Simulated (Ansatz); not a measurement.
**Single-point calculation of C$_{41}$O (part 1 of 2)**

- system: C$_{41}$O (slab, 42 atoms in the cell)
- method: DFT PBE+D3(BJ), scalar-relativistic, plane waves, PAW, PAW set soft_1, no spin polarisation (Ansatz 0.2.0)

The structure derives from an entry of the Crystallography Open Database. Figures and captions count atoms from 1; the log counts them from 0 in places.

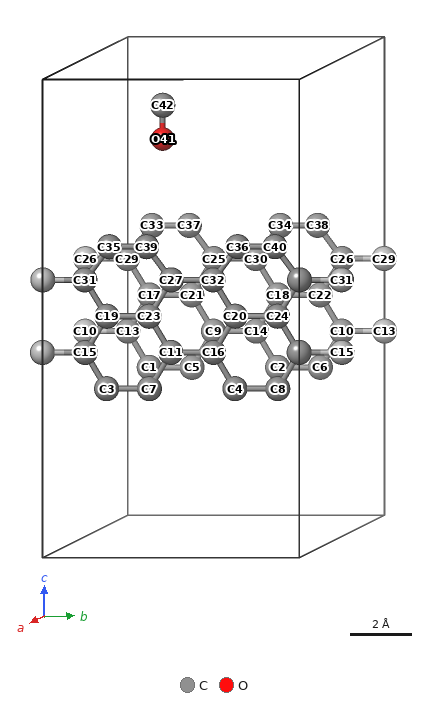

The input geometry (ball-and-stick view of the cell of the calculation, with the vacuum cut short, seen slightly off an axis; neighbours outside the cell are drawn fainter; atoms are numbered from 1 in the order of the input). An atom can appear more than once, as a periodic image. Near neighbours in the periodic cell (some may lie outside the picture): C has 2 C at 1.24 to 1.42 Å; C has 3 C at 1.39 to 1.44 Å; O has 1 C at 1.15 Å; C has 1 O at 1.15 Å.

### Input
```yaml
crystal:
  lattice:
    - [7.294648438, 0.0, 0.0]
    - [-3.3317658956, 7.8620301879, 0.0]
    - [0.0, 0.0, 23.5809581752]
  atoms:
    - { symbol: C, position: [0.250089967, 0.1666966556, 0.1696283913] }
    - { symbol: C, position: [0.250089967, 0.6666966556, 0.1696283913] }
    - { symbol: C, position: [0.750089967, 0.1666966556, 0.1696283913] }
    - { symbol: C, position: [0.750089967, 0.6666966556, 0.1696283913] }
    - { symbol: C, position: [0.2499100331, 0.3333033444, 0.1696283913] }
    - { symbol: C, position: [0.2499100331, 0.8333033444, 0.1696283913] }
    - { symbol: C, position: [0.749910033, 0.3333033444, 0.1696283913] }
    - { symbol: C, position: [0.7499100331, 0.8333033444, 0.1696283913] }
    - { symbol: C, position: [0.250089967, 0.4166966557, 0.2218942371] }
    - { symbol: C, position: [0.250089967, 0.9166966557, 0.2218942371] }
    - { symbol: C, position: [0.750089967, 0.4166966557, 0.2218942371] }
    - { symbol: C, position: [0.750089967, 0.9166966557, 0.2218942371] }
    - { symbol: C, position: [0.2499100331, 0.0833033444, 0.2218942371] }
    - { symbol: C, position: [0.2499100331, 0.5833033444, 0.2218942371] }
    - { symbol: C, position: [0.7499100331, 0.0833033444, 0.2218942371] }
    - { symbol: C, position: [0.7499100331, 0.5833033444, 0.2218942371] }
    - { symbol: C, position: [0.2500106167, 0.167658483, 0.2741412246] }
    - { symbol: C, position: [0.2500106167, 0.667658483, 0.2741412246] }
    - { symbol: C, position: [0.7500106167, 0.167658483, 0.2741412246] }
    - { symbol: C, position: [0.7500106167, 0.667658483, 0.2741412246] }
    - { symbol: C, position: [0.2499893833, 0.332341517, 0.2741412246] }
    - { symbol: C, position: [0.2499893833, 0.832341517, 0.2741412246] }
    - { symbol: C, position: [0.7499893833, 0.332341517, 0.2741412246] }
    - { symbol: C, position: [0.7499893833, 0.832341517, 0.2741412246] }
    - { symbol: C, position: [0.2500643134, 0.4183240205, 0.326619241] }
    - { symbol: C, position: [0.2500643134, 0.9183240205, 0.326619241] }
    - { symbol: C, position: [0.7500643134, 0.4183240205, 0.326619241] }
    - { symbol: C, position: [0.7500643134, 0.9183240205, 0.326619241] }
    - { symbol: C, position: [0.2499356866, 0.0816759795, 0.326619241] }
    - { symbol: C, position: [0.2499356866, 0.5816759795, 0.326619241] }
    - { symbol: C, position: [0.7499356866, 0.0816759795, 0.326619241] }
    - { symbol: C, position: [0.7499356866, 0.5816759795, 0.326619241] }
    - { symbol: C, position: [0.2498811853, 0.1772167639, 0.3744953072] }
    - { symbol: C, position: [0.2498811853, 0.6772167639, 0.3744953072] }
    - { symbol: C, position: [0.7498811853, 0.1772167639, 0.3744953072] }
    - { symbol: C, position: [0.7498811853, 0.6772167639, 0.3744953072] }
    - { symbol: C, position: [0.2501188147, 0.3227832361, 0.3744953072] }
    - { symbol: C, position: [0.2501188147, 0.8227832361, 0.3744953072] }
    - { symbol: C, position: [0.7501188147, 0.3227832361, 0.3744953072] }
    - { symbol: C, position: [0.7501188147, 0.8227832361, 0.3744953072] }
    - { symbol: O, position: [0.4998811853, 0.3022167639, 0.51443873] }
    - { symbol: C, position: [0.4998811853, 0.3022167639, 0.5632068925] }
basis:
  ecutwfc: 420
kpoints:
  mp_grid: { grid: [4, 4, 1] }
hamiltonian:
  xc: pbe
  pseudopotentials: { kind: paw, azcp: { folder: soft_1 } }
  dispersion: d3bj
scf:
  occupations: { method: gaussian, width: 0.05 }
output:
  forces: true
  eigenvalues: true
  write_density: true
  write_potential: true
  elf: true
  volumetric_format: npy
efield:
  axis: 3
  dipole_correction: true
  ramp_width: 0.04
```

Run on 4 threads of Arm Neoverse V2, 24 GiB of memory available, shared host.

Command:
```bash
ansatz run input.yaml --threads 4 --pin off --max-ram 12288MiB --backend cpu --events-out ev --progress --plain --runs-dir out
```

### The program's output
```
Engine: ansatz 0.2.0, aarch64-unknown-linux-gnu
Pseudopotentials: kind: paw
Pseudopotential: C, paw, valence charge 4, recommended cutoff 420 eV (normal), [file]
Pseudopotential: O, paw, valence charge 6, recommended cutoff 420 eV (normal), [file]
Functional definition: PBE
  parameter kappa = 0.804
  parameter beta = 0.06672455060314922
  exchange = pbe_x(kappa = kappa, mu = beta*pi^2/3)
  correlation = pbe_c(beta = beta)
Crystal: 42 atoms, lattice volume = 1352.386 Å³
Basis set: ecut = 420 eV, 26433 PW (Γ), exchange–correlation on 100×120×320 points (8 copies of the dense FFT grid, shifted against one another)
Bands: 127, of which v1, the nominal top of the filled ones, is band 85 counted from 1 (84 counted from 0)
Symmetry: 1 space group operations
Space group: P1 (ITA 1), of the structure as read, at distance tolerance 1.1e-4 Å
k-points: 10 of 16 (time reversal used)
Non-local potential: C, projectors of the file, l = 0: 2, l = 1: 2, l = 2: 1
Non-local potential: O, projectors of the file, l = 0: 2, l = 1: 2, l = 2: 1
PAW form: soft (Blöchl's): semilocal exchange-correlation on the pseudo side does not see the compensation charge
PAW one-centre angular grid: C, 110 points (default); XC on 64 Gauss nodes
PAW one-centre angular grid: O, 110 points (default); XC on 64 Gauss nodes
Initial wavefunctions: pseudopotential atomic-orbital guess
Functional: x = pbe(κ = 0.804, μ = 0.2195149727645171), c = pbe(β = 0.06672455060314922)
SCF iter   1: F=—  HF=-10844.453858 eV  |F-HF|=—  |Δ(HF+E_count)|=         —  Δρ=6.94e-2  dr2=6.22e1  ethr=3.10e-3  p=-0.000 e·Å  D=-5.65e-7 V/Å  ΔV_dip=0.00 eV  dr2_dipole=6.33e-2  V_vac-E_F(+/−)=8.34/8.34 eV  ⟨swp⟩=7.0  Hψ=6319  notcnv=0  defer=148
efield: sawtooth ramp at fractional position 0.8464 (placed from the atoms, in the widest stretch of the axis that holds none; the zero of the levels goes with the place), width 0.0400; the density the first Hamiltonian is built on has a dipole p = -0.000 e·Å; the dipole correction subtracts the counter field D = -5.65e-7 V/Å, which shifts the + side's vacuum level by +0.00 eV against the − side's; the planar-averaged density in the ramp window peaks in size at 6.9e-7 e/Å³
preconditioner: auto → LDOS  [insulator: Δε(μ)=0.049 eV  Ē_g=14.017 eV  σ=0.050 eV  W_gap=0.51  n_scr=168 (ndim 8)  ℏωp=13.1 eV  f_vac=0.617  D(μ)=6.16/eV (n_scr^D=12)  ε∞_Penn≈1.9  β→1.0]
SCF iter   2: F=—  HF=-10828.749974 eV  |F-HF|=—  |Δ(HF+E_count)|=    1.57e1  Δρ=4.39e-2  dr2=2.86e1  ethr=3.10e-3  p=1.070 e·Å  D=1.43e-1 V/Å  ΔV_dip=-3.38 eV  dr2_dipole=5.68e-1  V_vac-E_F(+/−)=3.20/6.58 eV  ⟨swp⟩=4.0  Hψ=3437  notcnv=0  defer=348
SCF iter   3: F=—  HF=-10824.644962 eV  |F-HF|=—  |Δ(HF+E_count)|=    4.11e0  Δρ=3.64e-2  dr2=1.76e1  ethr=3.10e-3  p=-0.048 e·Å  D=-6.42e-3 V/Å  ΔV_dip=0.15 eV  dr2_dipole=7.10e-3  V_vac-E_F(+/−)=6.96/6.81 eV  ⟨swp⟩=4.0  Hψ=3837  notcnv=0  defer=338
SCF iter   4: F=—  HF=-10820.206525 eV  |F-HF|=—  |Δ(HF+E_count)|=    4.44e0  Δρ=6.03e-3  dr2=7.44e-1  ethr=3.10e-3  p=0.258 e·Å  D=3.45e-2 V/Å  ΔV_dip=-0.81 eV  dr2_dipole=9.17e-3  V_vac-E_F(+/−)=5.99/6.80 eV  ⟨swp⟩=3.0  Hψ=2429  notcnv=0  defer=338
SCF iter   5: F=—  HF=-10820.074387 eV  |F-HF|=—  |Δ(HF+E_count)|=   1.32e-1  Δρ=1.23e-3  dr2=3.95e-2  ethr=4.37e-4  p=0.341 e·Å  D=4.57e-2 V/Å  ΔV_dip=-1.08 eV  dr2_dipole=7.30e-3  V_vac-E_F(+/−)=5.59/6.67 eV  ⟨swp⟩=2.0  Hψ=2402  notcnv=0  defer=338
SCF iter   6: F=—  HF=-10820.071309 eV  |F-HF|=—  |Δ(HF+E_count)|=   3.08e-3  Δρ=5.53e-4  dr2=1.08e-2  ethr=2.33e-5  p=0.315 e·Å  D=4.21e-2 V/Å  ΔV_dip=-0.99 eV  dr2_dipole=2.81e-3  V_vac-E_F(+/−)=5.60/6.59 eV  ⟨swp⟩=2.0  Hψ=1571  notcnv=0  defer=338
SCF iter   7: F=—  HF=-10820.070223 eV  |F-HF|=—  |Δ(HF+E_count)|=   1.09e-3  Δρ=2.38e-4  dr2=2.64e-3  ethr=6.35e-6  p=0.293 e·Å  D=3.92e-2 V/Å  ΔV_dip=-0.92 eV  dr2_dipole=8.13e-4  V_vac-E_F(+/−)=5.63/6.55 eV  ⟨swp⟩=2.0  Hψ=1771  notcnv=0  defer=338
SCF iter   8: F=—  HF=-10820.070036 eV  |F-HF|=—  |Δ(HF+E_count)|=   1.86e-4  Δρ=8.31e-5  dr2=4.15e-4  ethr=1.55e-6  p=0.281 e·Å  D=3.76e-2 V/Å  ΔV_dip=-0.89 eV  dr2_dipole=1.40e-4  V_vac-E_F(+/−)=5.64/6.53 eV  ⟨swp⟩=2.0  Hψ=1435  notcnv=0  defer=338
SCF iter   9: F=—  HF=-10820.070023 eV  |F-HF|=—  |Δ(HF+E_count)|=   1.29e-5  Δρ=4.06e-5  dr2=7.33e-5  ethr=2.44e-7  p=0.276 e·Å  D=3.69e-2 V/Å  ΔV_dip=-0.87 eV  dr2_dipole=1.05e-5  V_vac-E_F(+/−)=5.65/6.52 eV  ⟨swp⟩=2.0  Hψ=1530  notcnv=0  defer=338
SCF iter  10: F=—  HF=-10820.070160 eV  |F-HF|=—  |Δ(HF+E_count)|=   1.36e-4  Δρ=1.63e-5  dr2=8.41e-6  ethr=4.31e-8  p=0.275 e·Å  D=3.68e-2 V/Å  ΔV_dip=-0.87 eV  dr2_dipole=9.54e-7  V_vac-E_F(+/−)=5.65/6.52 eV  ⟨swp⟩=2.0  Hψ=1559  notcnv=0  defer=338
SCF iter  11: F=—  HF=-10820.070162 eV  |F-HF|=—  |Δ(HF+E_count)|=   2.40e-6  Δρ=2.74e-6  dr2=1.87e-7  ethr=4.95e-9  p=0.275 e·Å  D=3.68e-2 V/Å  ΔV_dip=-0.87 eV  dr2_dipole=1.55e-8  V_vac-E_F(+/−)=5.65/6.52 eV  ⟨swp⟩=2.0  Hψ=1653  notcnv=0  defer=338
SCF iter  12: F=-10820.070162 eV  HF=-10820.070162 eV  |F-HF|=5.57e-8  |Δ(HF+E_count)|=   2.61e-7  Δρ=1.13e-6  dr2=3.82e-8  ethr=5.88e-11  p=0.275 e·Å  D=3.68e-2 V/Å  ΔV_dip=-0.87 eV  dr2_dipole=3.32e-9  V_vac-E_F(+/−)=5.65/6.52 eV  ⟨swp⟩=36.6  Hψ=15192  notcnv=0
SCF 1 converged in 12 iterations: F = -10820.070162 eV  dr2 = 3.82e-8
  greatest PAW one-centre occupation: 0.892 electrons in one spin orbital (limit 2), on the O atom at site 40 (counted from 0), in its partial waves of l = 0
```

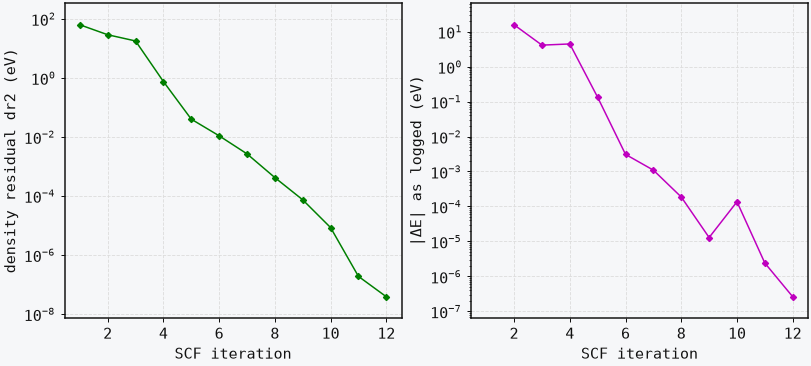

Convergence of the self-consistent field: density residual dr2 and size of the energy change against the SCF iteration. The residual falls at every step.

```
WARN: The output density's exchange-correlation potential varies sharply where the density is thin. Do not read a vacuum level from v_tot or v_xc, or from such a field of the output density. On a cell that repeats whose density bears no net charge and no dipole along the vacuum's axis use v_es (v_loc + v_h of the components); under efield.dipole_correction with no amplitude use v_es + v_field, which holds any external_charges[].barrier, or the levels of the report's work_function block, which leave it out; under a non-zero efield.amplitude the vacuum is tilted and has no level; on a cell that repeats and bears such a dipole with no correction it is tilted too, and efield.dipole_correction with no amplitude gives each side of its ramp a level where efield: is served; in a cell that repeats whose density bears a net charge (total_charge, or a fill off its count) it is curved and has none; of a slab under crystal.periodic whose density bears no net charge use v_es, which has a level on each side, short of where the two are joined; of another it falls or rises all the way out and has none; of a slab beside external_charges read slab_vacuum_level instead, which it has where they leave it neutral. The grid or the basis barely resolves most such structure, and the values can differ between equally converged runs; as a rule a tighter scf.convergence.dr2_threshold does not remove it. Where the density itself ripples (under the LDA too) a higher basis.ecutwfc lessens it. The files hold the spikes' plane waves up to the density's cutoff. Files: v_tot_of_output_density and the like, and their columns of v_z.tsv (output.write_potential); v_xc_of_output_density and the like, and their columns of v_comp_z.tsv (output.write_potential_components). Measured: with its Gaussian average of σ = 0.25 Å subtracted twice, the exchange-correlation potential is over 0.1 eV at 1175 of the grid points where the equally averaged density (valence and model cores) is under 1e-3 e/Å³, and 0.735 eV at the most among them, at an averaged density of 9.3e-4 e/Å³. The input density's (outcome.potential() and, of a run that writes arrays, v_tot and v_xc) is over 0.1 eV, so measured, at 1175 points of its own thin density, 0.735 eV at the most. See output.write_potential in the manual, Limitations
SCF converged after 12 iterations
Free energy (F): -10820.070162 eV
Harris-Foulkes:  -10820.070162 eV  (|F-HF|=5.57e-8)
Internal energy: -10820.054312 eV  (E = F + TS)
E sigma→0 (E₀):  -10820.062237 eV
Entropy (-TS):   -0.015850 eV (-0.377 meV/atom)
Fermi energy:    -2.555907 eV
Dipole field:    D = 0.036767 V/Å  (p = 0.274789 e·Å, saw-weighted, corrected)
Work function:   Φ+ = 5.6499 eV   Φ− = 6.5169 eV
Levels:          The Fermi level and band energies are counted from a zero that moves with the ramp; work functions are not
--- Per-component energies (eV) ---
  E_band       = -1815.698650
  E_kinetic    = 3712.920174
  E_local      = -92359.103887  (includes V_loc(G=0)·N_el)
  E_nonlocal   = 1025.881172
  E_hartree    = 44281.700564
  E_xc         = -1958.785384
  E_vxc        = -2410.523692  (∫ρ·V_xc dr)
  E_paw        = -4262.470846  (= ΣΔE_a)
  E_vpaw       = -359.754061  (= ΣTr[D̂ρ^β])
  E_aug_tail   = 0.001446  (compensation charges beyond the density's cutoff)
  E_efield     = 0.005052  (sawtooth field / dipole correction)
  E_vefield    = 11.467283  (∫n·V_field dr)
  E_ewald      = 38744.532179
  E_disp       = -4.734782  (pairwise vdW)
  E_smearing   = -0.015850  (= −TS)
  E_closure    = -0.000000  (closes the sum)
  Σ components = -10820.070162   (vs F -10820.070162, Δ=0.00e0)
```
